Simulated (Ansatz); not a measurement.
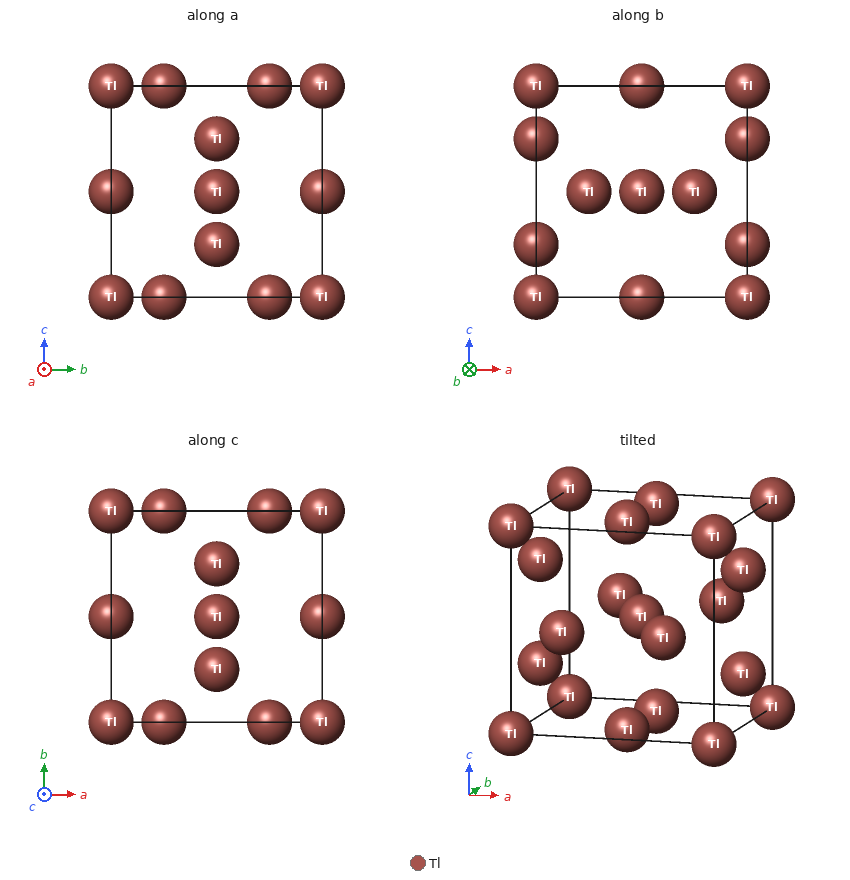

An orthographic spheres-only view of the structure, along the a axis, along the b axis, along the c axis and slightly off an axis. The wireframe shows the conventional unit cell.

Lattice parameters: a = 6.242 Å, b = 6.242 Å, c = 6.242 Å, α = 90.00°, β = 90.00°, γ = 90.00°. Put a along x and b in the xy plane.

Convert the drawing into a POSCAR file.

Answer.
```
Tl
1.0
     6.242    0.000    0.000
     0.000    6.242    0.000
     0.000    0.000    6.242
Tl
8
Direct
  0.0000 0.0000 0.0000
  0.5000 0.5000 0.5000
  0.2500 0.0000 0.5000
  0.7500 0.0000 0.5000
  0.5000 0.2500 0.0000
  0.5000 0.7500 0.0000
  0.0000 0.5000 0.2500
  0.0000 0.5000 0.7500
```

Origin of the cell: a structure type filled with this element by a generator (whether the element takes this form wasn't checked). Earlier steps of the study may have refined or changed the cell and positions. It went into a calculation with Ansatz.
